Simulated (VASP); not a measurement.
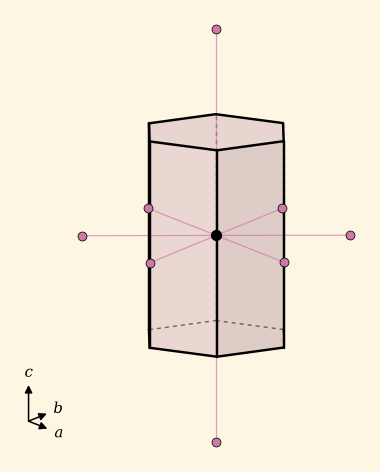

For Ru, an entry of the Crystallography Open Database, as set up for an electronic-structure calculation: the Wigner–Seitz cell of the crystal's lattice, with lines to the lattice points that define its faces. Symmetry computed with spglib at a tolerance of 0.002 Å; standard conventional cell.

a = 2.706 Å, b = 2.706 Å, c = 4.282 Å, α = 90.00°, β = 90.00°, γ = 120.00°; lattice centring P.

Which of Fedorov's five parallelohedra is it?

Answer. A hexagonal prism: 8 faces (6 with 4 edges, 2 with 6 edges), 18 edges, 12 vertices. Its volume is that of the primitive cell, 27.1 Å³.

Which lattice vectors do the faces bisect?

Answer.
```csv
example,length (Å),faces,edges of each,area (Å²)
a + b,2.71,6,4,6.7
c,4.28,2,6,6.3
```
